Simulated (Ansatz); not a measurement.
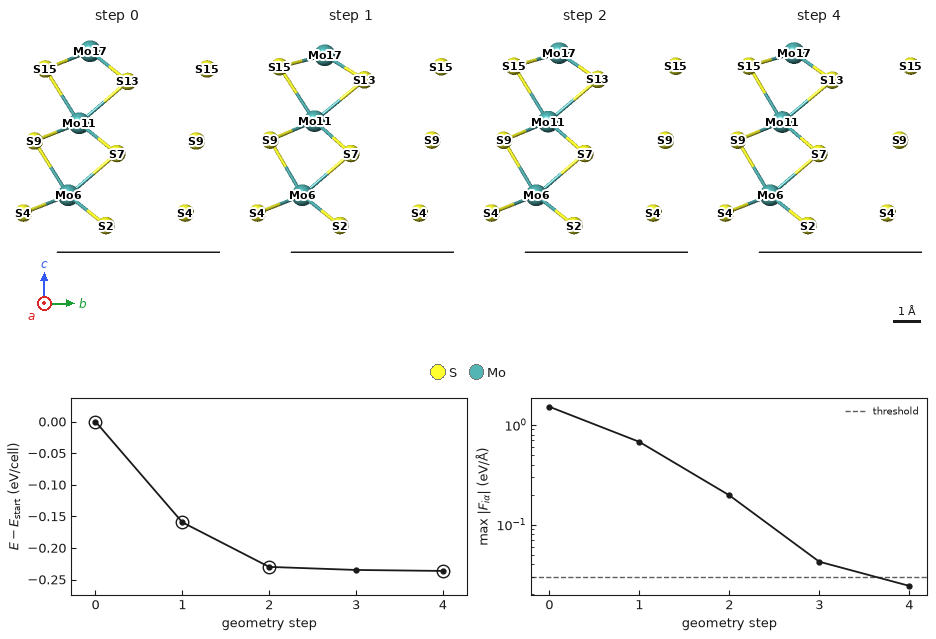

Frames of a constrained relaxation of a slab of composition MoS$_{2}$ (cut from the R3m phase), marked on the history of the run. The picture is a ball-and-stick view of the cell of the calculation, outlined in the plane, without the vacuum, seen along the a axis.

Case: clean slab, lower half held. The slab is the (1 0 1) face of MoS2. 8 atoms are held fixed.

Level of theory: DFT PBE+D3(BJ), scalar-relativistic, plane waves, PAW (Ansatz).

Input file:
```yaml
crystal:
  lattice:
    - [6.3058975141, 0.0, 0.0]
    - [-1.5764743785, 6.0652168782, 0.0]
    - [0.0, 0.0, 23.5338573225]
  atoms:
    - { symbol: S, position: [0.5749986387, 0.2999945549, 0.3611817597] }
    - { symbol: S, position: [0.0749986387, 0.2999945549, 0.3611817597] }
    - { symbol: S, position: [0.4475580207, 0.7902320827, 0.3811227626] }
    - { symbol: S, position: [0.9475580207, 0.7902320827, 0.3811227626] }
    - { symbol: Mo, position: [0.2668770084, 0.0675080335, 0.4093944442] }
    - { symbol: Mo, position: [0.7668770084, 0.0675080335, 0.4093944442] }
    - { symbol: S, position: [0.8418883091, 0.3675532362, 0.4758936577] }
    - { symbol: S, position: [0.3418883091, 0.3675532362, 0.4758936577] }
    - { symbol: S, position: [0.714447691, 0.857790764, 0.4958346606] }
    - { symbol: S, position: [0.214447691, 0.857790764, 0.4958346606] }
    - { symbol: Mo, position: [0.5337666787, 0.1350667148, 0.5241063423] }
    - { symbol: Mo, position: [0.0337666787, 0.1350667148, 0.5241063423] }
    - { symbol: S, position: [0.1087779794, 0.4351119176, 0.5906055558] }
    - { symbol: S, position: [0.6087779794, 0.4351119176, 0.5906055558] }
    - { symbol: S, position: [0.9813373613, 0.9253494453, 0.6105465587] }
    - { symbol: S, position: [0.4813373613, 0.9253494453, 0.6105465587] }
    - { symbol: Mo, position: [0.800656349, 0.2026253961, 0.6388182403] }
    - { symbol: Mo, position: [0.300656349, 0.2026253961, 0.6388182403] }
basis:
  ecutwfc: 420
kpoints:
  mp_grid: { grid: [5, 5, 1] }
hamiltonian:
  xc: pbe
  dispersion: d3bj
scf:
  occupations: { method: gaussian, width: 0.05 }
output:
  forces: true
  eigenvalues: true
  write_density: true
  write_potential: true
  elf: true
  volumetric_format: npy
relax:
  adjacent_minimum: "off"
  f_tol: 0.03
  max_steps: 70
  constraints: [{ sites: [0, 1, 2, 3, 4, 5, 6, 7] }]
efield:
  axis: 3
  dipole_correction: true
  ramp_width: 0.04
```

Launched with:
```bash
ansatz run input.yaml --threads 4 --pin off --max-ram 10240MiB --backend cpu --events-out ev --progress --plain --runs-dir out
```

**Describe the path.**

Over 4 geometry steps the energy falls by 0.236 eV per cell of the calculation. Largest force component: 1.5 eV/Å at the start, 0.024 eV/Å at the end. The largest moves, 0.13 Å, are those of S15 and S16. S16 goes at 30° to the normal (+c side). By element the largest moves are S 0.13 Å, Mo 0.10 Å. The lattice vectors keep their values. Among the contacts that change: Mo11–Mo17 3.153 → 3.059 Å, Mo11–S14 2.400 → 2.444 Å, S13–Mo17 2.400 → 2.358 Å. Among the angles between lasting bonds that change: S13–Mo17–S16 135.4° → 142.3°, Mo12–S15–Mo17 82.2° → 79.2°, S13–Mo17–S15 81.3° → 84.2°. From step 0 to 1: Mo atoms move most (0.16 Å), energy −0.159 eV per cell of the calculation. From step 1 to 2: Mo atoms move most (0.08 Å), energy −70.6 meV per cell of the calculation. From step 2 to 4: S atoms move most (0.04 Å), energy −6.4 meV per cell of the calculation.
